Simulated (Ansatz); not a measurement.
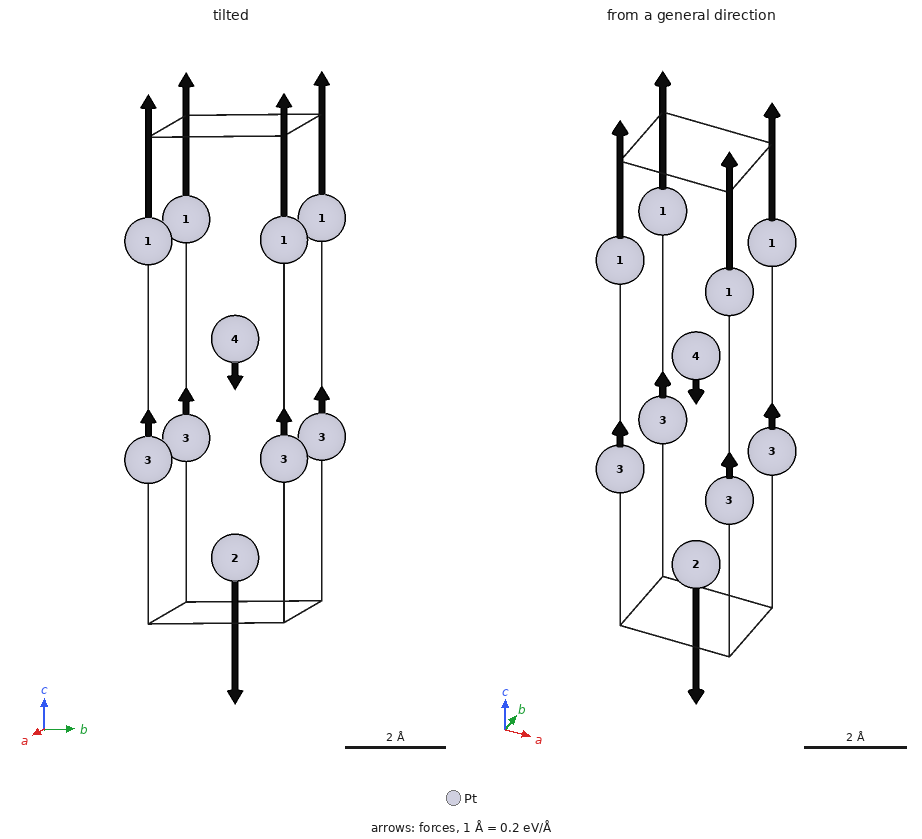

Spheres-only drawing of the structure, looking slightly off an axis and from a general direction. Atoms at the boundary of the simulation cell (the box) are drawn once for each face, edge or corner they touch. The arrows are the computed forces on the atoms.

System: Pt. All computed values are from DFT r2SCAN, scalar-relativistic, plane waves, PAW in Ansatz. Settings: wavefunction cutoff 500 eV, k-point mesh 23×23×7, Gaussian smearing of 0.15 eV, no spin polarisation.

Is the structure at a minimum of the energy?

No. The atoms still feel forces of up to about 0.51 eV/Å, far above a usual threshold of 0.01 to 0.03 eV/Å.

Which atom is pushed hardest?

Pt1 and Pt2, about 0.51 eV/Å.

Provenance: a structure listed in the Materials Project. The cell was then strained or its atoms displaced on purpose. It was run through Ansatz as a DFT input.
